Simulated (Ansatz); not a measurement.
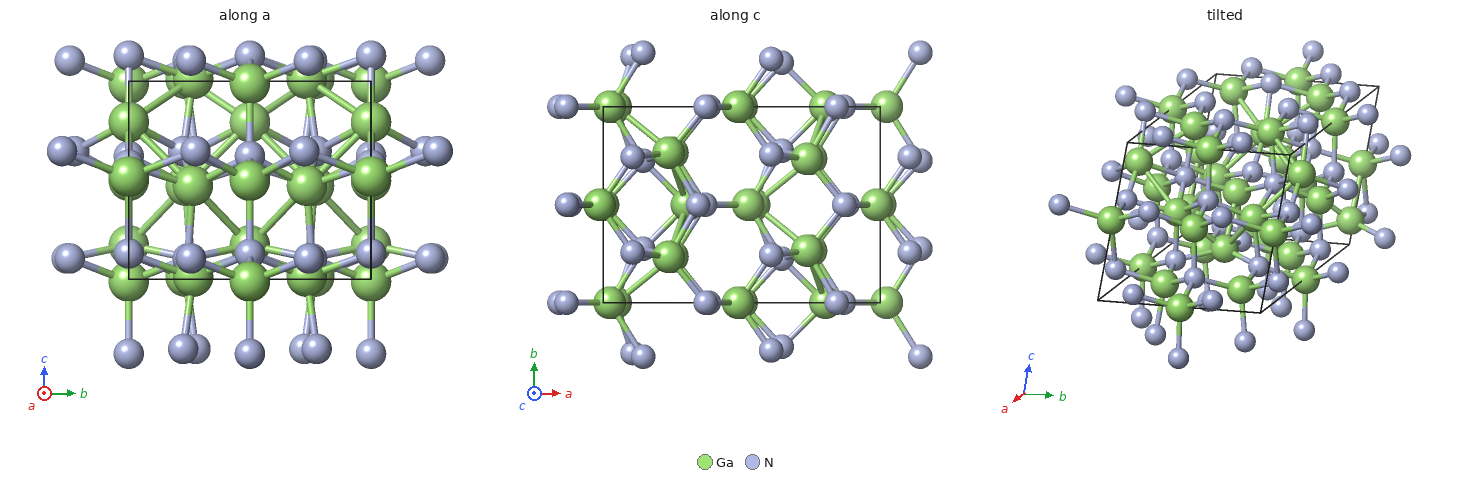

View along the a axis, along the c axis and slightly off an axis, drawn as a ball-and-stick model. The conventional unit cell is outlined; an atom on or near a face, edge or corner is repeated at each equivalent position. Some atoms of the next cells are drawn as well.

The stoichiometry is Ga₉N₈. Symmetry: Cm (No. 8), base-centred monoclinic lattice. The cell has 34 atoms, namely 18 Ga, 16 N. Counting contacts within bonding distance, the coordination numbers are Ga 4 to 9 (mean 5.7) and N 4 to 5 (mean 4.4).

Its origin is a structure listed in the Materials Project, repeated into a supercell with a point defect put in. The cell was then strained or its atoms displaced on purpose. A calculation with Ansatz used it as input.
